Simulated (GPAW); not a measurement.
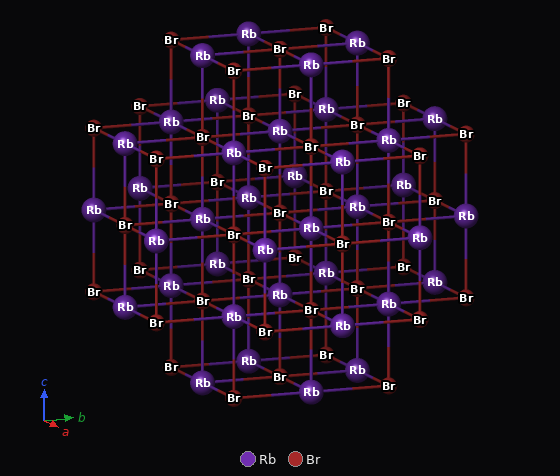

System RbBr (space group Fm-3m, No. 225); source of the atomic positions: an entry of the Crystallography Open Database, as set up for an electronic-structure calculation.

Bonds are taken as Br–Rb below 3.9 Å. The graph is simplified in the usual way: terminal and isolated atoms are pruned, two-connected atoms become edges.

What kind of net remains, and which atoms are its nodes?

Answer. A uninodal 6-connected, three-periodic net: Rb and Br are 6-connected nodes.

Does the net have a name?

Answer. It is the pcu net, known from NaCl, ReO3 and the B-X framework of perovskite.

Is the net interpenetrated?

Answer. It is a single net, without interpenetration.

Give the first six terms of the coordination sequence (nodes one, two, three … edges away).

Answer. Rb and Br: 6, 18, 38, 66, 102, 146.
